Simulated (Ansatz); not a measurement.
**Zn₂SnO: density, localisation and related maps**

Input

```
crystal:
  lattice:
    - [4.9206497097, 0.0, 0.0]
    - [0.0, 4.9206497097, 0.0]
    - [0.0, 0.0, 5.7227016102]
  atoms:
    - { symbol: Zn, position: [0.5, 0.5, 0.0] }
    - { symbol: Zn, position: [0.0, 0.0, 0.0] }
    - { symbol: Zn, position: [0.0, 0.5, 0.1309872325] }
    - { symbol: Zn, position: [0.5, 0.0, 0.8690127675] }
    - { symbol: Sn, position: [0.5, 0.5, 0.5] }
    - { symbol: Sn, position: [0.0, 0.0, 0.5] }
    - { symbol: O, position: [0.0, 0.5, 0.4855568388] }
    - { symbol: O, position: [0.5, 0.0, 0.5144431612] }
basis:
  ecutwfc: 420
kpoints:
  mp_grid: { grid: [8, 8, 8] }
hamiltonian:
  xc: pbe
scf:
  occupations: { method: gaussian, width: 0.1 }
output:
  forces: true
  stress: true
  eigenvalues: true
  write_density: true
  write_potential: true
  elf: true
  volumetric_format: npy
relax:
  adjacent_minimum: "off"
  f_tol: 0.01
  max_steps: 80
  cell: { stress_tol: 0.05 }
```

Command:

```sh
ansatz run input.yaml --threads 1 --pin off --max-ram 2560MiB --backend cpu --events-out ev --progress --plain --runs-dir out
```

Below, planes, directions and counts refer to the conventional cell (a = 4.91 Å, b = 4.91 Å, c = 5.74 Å, α = 90.00°, β = 90.00°, γ = 90.00°).

The fields are those of the run's last geometry, not of the input's.

Space group P4/nmm; a structure generated by program, which may or may not match a known phase.

The calculation used Ansatz, DFT PBE, scalar-relativistic, plane waves, PAW.

The density is the valence pseudo-density of a PAW calculation; it isn't the true density close to the nuclei.

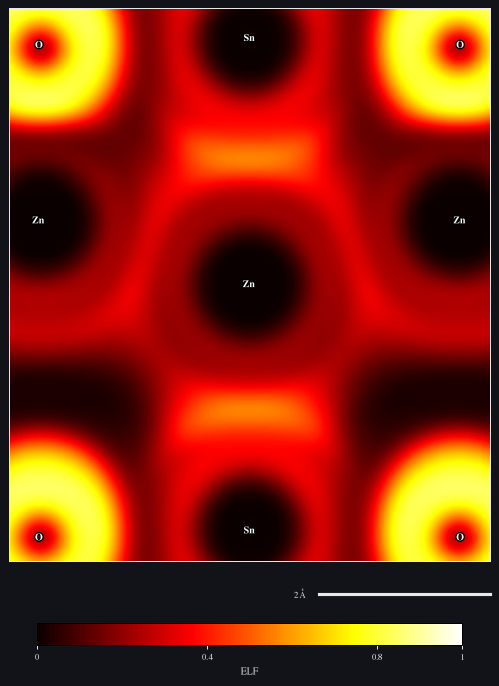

Figure 1. Electron localisation function on the (010) plane of the conventional cell.

Q: What do the fields say about this system?

A:
- Atoms in the plane: Zn, Sn and O.
- Zn–O (2.05 Å): the ELF peaks at about 0.85 in the valence shell of O, 0.6 Å from its nucleus, and is about 0.25 at the midpoint (no localised pair shows between them).
- Sn–O (2.46 Å): the ELF is about 0.20 at the midpoint: no localised pair shows between them.

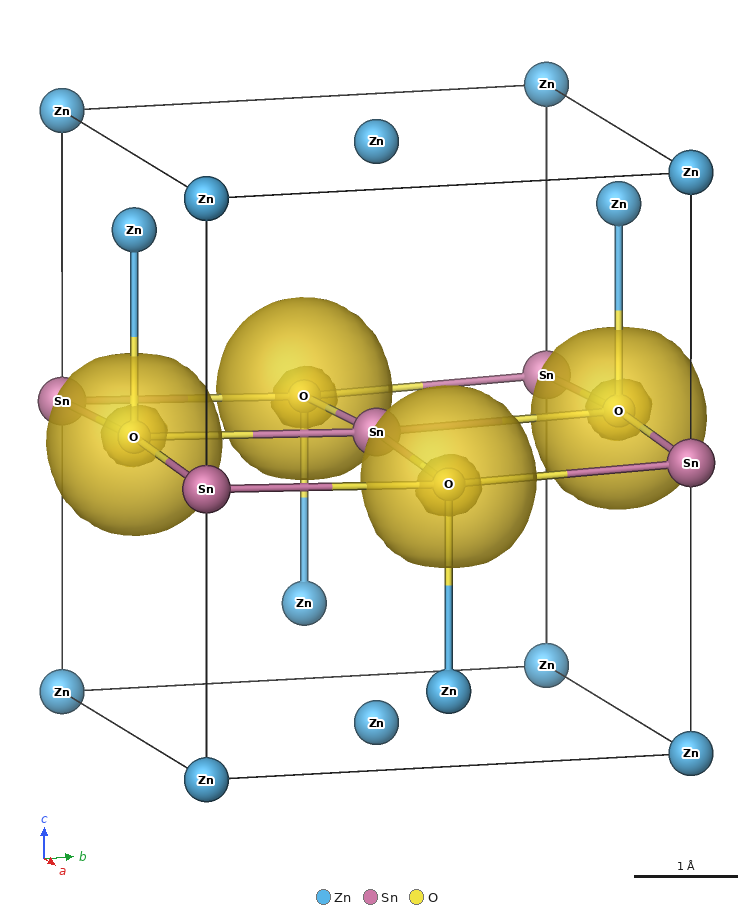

Figure 2. Isosurface of the ELF at 0.65 (yellow), seen slightly off an axis. Only the valence region is drawn (cores and ρ < 0.01 e/Å³ removed). Sticks mark near contacts.

Q: Describe the localisation domains.

A: The surface consists of two regions wrapped around O (the valence shell of each), counted in one cell of 8 atoms. Any copies at cell faces, edges or corners count once.

Q: Does the calculation make it a metal, or give it a gap?

A: It is gapless in this calculation (a metal or semimetal).
